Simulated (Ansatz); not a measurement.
## CuO: a changed input and its effect

System: CuO (4 atoms in the cell).
Method of run 1: DFT PBE, scalar-relativistic, plane waves, PAW, spin-polarised (Ansatz 0.2.0).

The structure derives from a Materials Project entry. Text and figures count atoms from 1; the logs count them from 0 in places.

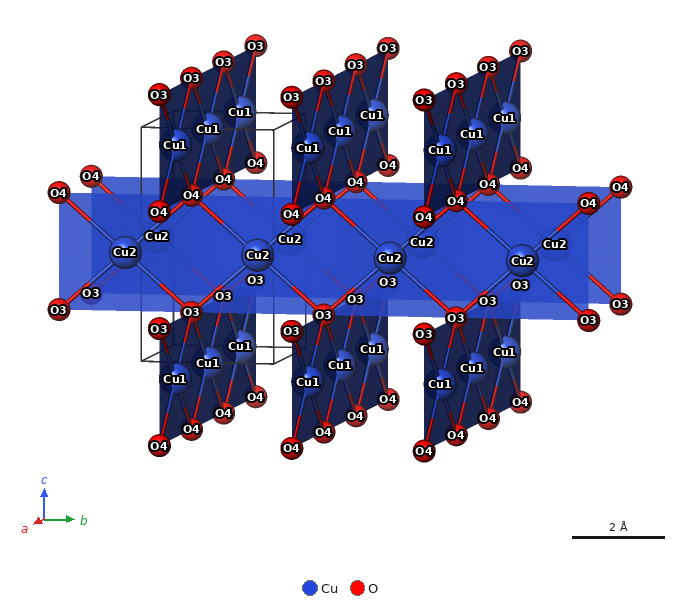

Figure 1. The structure as given in the input (polyhedral view of the cell of the calculation, repeated 2 × 3 × 1, seen slightly off an axis; polyhedra are completed across the faces of the cell; atoms are numbered from 1 in the order of the input). An atom can appear more than once, as a periodic image.

Input, run 1:
```yaml
crystal:
  lattice:
    - [1.990968, -2.15355, 0.0]
    - [1.990968, 2.15355, 0.0]
    - [0.0, 0.0, 5.155928]
  atoms:
    - { symbol: Cu, position: [0.0, 0.5, 0.0], spin: 1.0 }
    - { symbol: Cu, position: [0.5, 0.0, 0.5], spin: 1.0 }
    - { symbol: O, position: [0.5, 0.5, 0.25] }
    - { symbol: O, position: [0.5, 0.5, 0.75] }
basis:
  ecutwfc: 420
kpoints:
  mp_grid: { grid: [6, 6, 4] }
hamiltonian:
  xc: pbe
scf:
  occupations: { method: gaussian, width: 0.1 }
output:
  forces: true
  stress: true
  eigenvalues: true
  populations: true
magnetization:
  spin_polarized: true
```

Command:
```bash
ansatz run input.yaml --threads 1 --pin off --max-ram 2560MiB --backend cpu --events-out ev --progress --plain --runs-dir out
```

Hardware: 1 thread of Arm Neoverse V1, 24 GiB of memory available, shared host.

Output, shortened to warnings, some set-up lines, iterations and results (run 1):
```
WARN: the starting moments were not kept: the SCF closed with an absolute magnetisation of 4.3e-7 μB, where they sum to 2 μB in size (2 sites). That is at most 0.1 of that sum. Measured as dr2_m measures the in/out step, that magnetisation stands 5.2e-14 eV from none, at or under the dr2_threshold of 1.0e-7 eV: it is no larger than a step whose dr2_m would equal this threshold. The system may …
Basis set: ecut = 420 eV, 841 PW (Γ), exchange–correlation on 40×40×72 points (8 copies of the dense FFT grid, shifted against one another)
Symmetry: 8 space group operations
k-points: 39 of 144
Initial density: superposition of atomic densities (chi_scale 0.1, normalization cell, long waves kept (reshape's long-wave potential 0.00 eV rms))
[...]
SCF iter   1: F=—  HF=-14381.936850 eV  |F-HF|=—  |Δ(HF+E_count)|=         —  Δρ=8.23e-2 (↑8.23e-2 ↓7.98e-2)  dr2=2.84e-1  dr2_m=2.39e0  M=0.556 μB ∫|m|=0.617 μB  β_m=0.30  …
SCF iter   2: F=—  HF=-14382.197135 eV  |F-HF|=—  |Δ(HF+E_count)|=   2.60e-1  Δρ=6.65e-2 (↑6.65e-2 ↓5.16e-2)  dr2=1.81e-1  dr2_m=1.27e0  M=0.527 μB ∫|m|=0.584 μB  β_m=0.30  …
SCF iter   3: F=—  HF=-14382.357537 eV  |F-HF|=—  |Δ(HF+E_count)|=   1.60e-1  Δρ=5.14e-2 (↑5.14e-2 ↓3.91e-2)  dr2=1.08e-1  dr2_m=7.53e-1  M=0.456 μB ∫|m|=0.510 μB  β_m=0.30  …
SCF iter   4: F=—  HF=-14382.502911 eV  |F-HF|=—  |Δ(HF+E_count)|=   1.45e-1  Δρ=3.67e-2 (↑3.67e-2 ↓2.81e-2)  dr2=3.43e-2  dr2_m=4.24e-1  M=0.416 μB ∫|m|=0.468 μB  β_m=0.30  …
SCF iter   5: F=—  HF=-14382.519608 eV  |F-HF|=—  |Δ(HF+E_count)|=   1.67e-2  Δρ=2.74e-2 (↑2.74e-2 ↓2.54e-2)  dr2=3.93e-3  dr2_m=2.81e-1  M=0.346 μB ∫|m|=0.395 μB  β_m=0.30  …
[... 11 lines ...]
SCF iter  17: F=—  HF=-14382.572329 eV  |F-HF|=—  |Δ(HF+E_count)|=   2.53e-7  Δρ=1.17e-5 (↑5.93e-6 ↓1.17e-5)  dr2=9.11e-8  dr2_m=6.16e-9  M=0.000 μB ∫|m|=0.000 μB  β_m=0.84  …
SCF iter  18: F=—  HF=-14382.572329 eV  |F-HF|=—  |Δ(HF+E_count)|=   1.06e-8  Δρ=4.06e-6 (↑2.33e-6 ↓4.06e-6)  dr2=8.51e-9  dr2_m=5.65e-10  M=-0.000 μB ∫|m|=0.000 μB  β_m=0.92 …
SCF iter  19: F=—  HF=-14382.572329 eV  |F-HF|=—  |Δ(HF+E_count)|=   3.21e-9  Δρ=4.55e-7 (↑3.58e-7 ↓4.55e-7)  dr2=6.78e-11  dr2_m=5.65e-11  M=-0.000 μB ∫|m|=0.000 μB  …
SCF iter  20: F=-14382.572329 eV  HF=-14382.572329 eV  |F-HF|=0.00e0  |Δ(HF+E_count)|=  6.37e-11  Δρ=7.97e-8 (↑7.95e-8 ↓7.97e-8)  dr2=1.64e-11  dr2_m=1.35e-13  M=-0.000 μB …
SCF 1 converged in 20 iterations: F = -14382.572329 eV  dr2 = 1.64e-11
WARN: the starting moments were not kept: the SCF closed with an absolute magnetisation of 4.3e-7 μB, where they sum to 2 μB in size (2 sites). That is at most 0.1 of that sum. Measured as dr2_m measures the in/out step, that magnetisation stands 5.2e-14 eV from none, at or under the dr2_threshold …
SCF converged after 20 iterations
Magnetization: -0.0000 μB (25.0000 up, 25.0000 down)
Absolute magnetization: 0.0000 μB (∫|ρ↑−ρ↓|, with the PAW one-centre terms)
Spin contamination: 0.0000 ħ² per cell (⟨S²⟩ above its minimum at these occupations)
Per-site moments (μB) at R_I (Å): [(-4.9423296848524506e-8, 0.8053693978757361), (-4.94232972807709e-8, 0.8053693978757362), (4.46424847313263e-8, 0.8053693978757362), (4.464248476167101e-8, 0.8053693978757361)]
Free energy (F): -14382.572329 eV
Harris-Foulkes:  -14382.572329 eV  (|F-HF|=0.00e0)
Internal energy: -14382.564013 eV  (E = F + TS)
E sigma→0 (E₀):  -14382.568171 eV
Entropy (-TS):   -0.008316 eV (-2.079 meV/atom)
Fermi energy:    10.923256 eV
--- Per-component energies (eV) ---
  E_band       = -924.972380
  E_kinetic    = 941.544972
  E_local      = -10139.846608  (includes V_loc(G=0)·N_el)
  E_nonlocal   = 876.074292
  E_hartree    = 4389.439737
  E_xc         = -323.464011
  E_vxc        = -415.159693  (∫ρ·V_xc dr)
[...]
```

The input of run 2 differs as follows (lines with − go, lines with + come):
```diff
-    - { symbol: Cu, position: [0.0, 0.5, 0.0], spin: 1.0 }
-    - { symbol: Cu, position: [0.5, 0.0, 0.5], spin: 1.0 }
+    - { symbol: Cu, position: [0.0, 0.5, 0.0] }
+    - { symbol: Cu, position: [0.5, 0.0, 0.5] }
-  mp_grid: { grid: [6, 6, 4] }
+  mp_grid: { grid: [14, 14, 8] }
-magnetization:
-  spin_polarized: true
```

Predict how the results change.

With the same functional and potentials, run 2 lies 2.8 meV per atom higher (other lines of the input change too). The SCF takes 7 iterations against 20. The irreducible k-points go from 39 to 285. On the same kind of shared host run 2 took about 1.7 times as long. The two runs start from different initial densities, which also moves the count.

Output, shortened to warnings, some set-up lines, iterations and results (run 2):
```
Basis set: ecut = 420 eV, 841 PW (Γ), exchange–correlation on 40×40×72 points (8 copies of the dense FFT grid, shifted against one another)
Symmetry: 8 space group operations
k-points: 285 of 1568
Initial density: superposition of atomic densities (neutral atoms: chi_scale 0, normalization atom), corrected by the library's trained network
[...]
SCF iter   1: F=—  HF=-14382.561832 eV  |F-HF|=—  |Δ(HF+E_count)|=         —  Δρ=5.48e-3  dr2=4.32e-3  ethr=1.77e-3  ⟨swp⟩=5.1  Hψ=30057  notcnv=0
SCF iter   2: F=—  HF=-14382.561458 eV  |F-HF|=—  |Δ(HF+E_count)|=   3.75e-4  Δρ=1.53e-3  dr2=4.39e-4  ethr=8.63e-6  ⟨swp⟩=2.0  Hψ=15353  notcnv=0
SCF iter   3: F=—  HF=-14382.561386 eV  |F-HF|=—  |Δ(HF+E_count)|=   7.17e-5  Δρ=4.87e-4  dr2=7.98e-5  ethr=8.78e-7  ⟨swp⟩=2.0  Hψ=13266  notcnv=0
SCF iter   4: F=—  HF=-14382.561255 eV  |F-HF|=—  |Δ(HF+E_count)|=   1.30e-4  Δρ=7.10e-4  dr2=1.30e-4  ethr=1.60e-7  ⟨swp⟩=2.0  Hψ=15606  notcnv=0
SCF iter   5: F=—  HF=-14382.561226 eV  |F-HF|=—  |Δ(HF+E_count)|=   2.94e-5  Δρ=2.11e-4  dr2=1.11e-5  ethr=1.60e-7  ⟨swp⟩=2.0  Hψ=11118  notcnv=0
SCF iter   6: F=—  HF=-14382.561224 eV  |F-HF|=—  |Δ(HF+E_count)|=   2.26e-6  Δρ=5.33e-5  dr2=7.86e-7  ethr=2.22e-8  ⟨swp⟩=2.0  Hψ=10914  notcnv=0
SCF iter   7: F=-14382.561224 eV  HF=-14382.561224 eV  |F-HF|=1.69e-8  |Δ(HF+E_count)|=   1.34e-7  Δρ=7.66e-6  dr2=1.66e-8  ethr=2.00e-10  ⟨swp⟩=4.1  Hψ=35024  notcnv=0
SCF 1 converged in 7 iterations: F = -14382.561224 eV  dr2 = 1.66e-8
SCF converged after 7 iterations
Free energy (F): -14382.561224 eV
Harris-Foulkes:  -14382.561224 eV  (|F-HF|=1.69e-8)
Internal energy: -14382.548126 eV  (E = F + TS)
E sigma→0 (E₀):  -14382.554675 eV
Entropy (-TS):   -0.013097 eV (-3.274 meV/atom)
Fermi energy:    10.918661 eV
--- Per-component energies (eV) ---
  E_band       = -924.961178
  E_kinetic    = 941.550032
  E_local      = -10139.813048  (includes V_loc(G=0)·N_el)
  E_nonlocal   = 876.041301
  E_hartree    = 4389.409478
  E_xc         = -323.461903
  E_vxc        = -415.157089  (∫ρ·V_xc dr)
  E_paw        = -3637.375778  (= ΣΔE_a)
  E_vpaw       = -966.392464  (= ΣTr[D̂ρ^β])
  E_aug_tail   = 0.005607  (compensation charges beyond the density's cutoff)
  E_ewald      = -6488.903815
  E_smearing   = -0.013097  (= −TS)
  E_closure    = 0.000000  (closes the sum)
  Σ components = -14382.561224   (vs F -14382.561224, Δ=0.00e0)
--- Forces (eV/Å), atoms counted from 1 ---
  atom   1  Cu     0.00000000     0.00000000     0.00000000
  atom   2  Cu     0.00000000     0.00000000     0.00000000
  atom   3  O      0.00000000     0.00000000     0.00000000
  atom   4  O      0.00000000     0.00000000    -0.00000000
  max |Σ_I F_I| component: 6.31e-30 eV/Å
--- Stress (GPa, compression-positive) ---
        2.053924      -0.000000       0.000000
       -0.000000       0.949167       0.000000
        0.000000       0.000000       1.226678
  P = ⅓ Tr σ = 1.4099 GPa (14.099 kbar)
--- Löwdin populations: 4 sites ---
  site symbol       q [e]
     0     Cu     18.0122
     1     Cu     18.0122
     2      O      6.8779
     3      O      6.8779
  spilling = 0.004396 (of n_electrons = 50.000000)
```

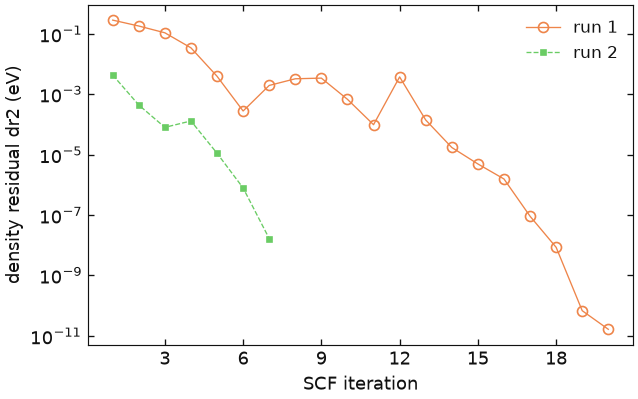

Figure 2. Convergence of the two runs: density residual dr2 against the SCF iteration. Run 1 takes 20 iterations in all, and run 2 takes 7.

The two runs side by side:

| quantity | run 1 | run 2 |
| --- | --- | --- |
| outcome | converged | converged |
| free energy per atom (eV) | −3595.6431 | −3595.6403 |
| energy per atom, smearing taken to zero (eV) | −3595.6420 | −3595.6387 |
| gap on the mesh (eV) | 0.00 | 0.00 |
| net moment of the cell (μB) | 0.00 | – |
| absolute moment of the cell (μB) | 0.00 | – |
| pressure (GPa) | 1.35 | 1.41 |
| largest force (eV/Å) | 0.000 | 0.000 |
| SCF iterations | 20 | 7 |
| irreducible k-points | 39 | 285 |
| plane waves at Γ | 841 | 841 |
| wall time (shared host) | 11 s | 20 s |

For run 1: Warnings: some starting moments were not kept. For run 2: The run has no spin polarisation, so a magnetic state may lie lower.
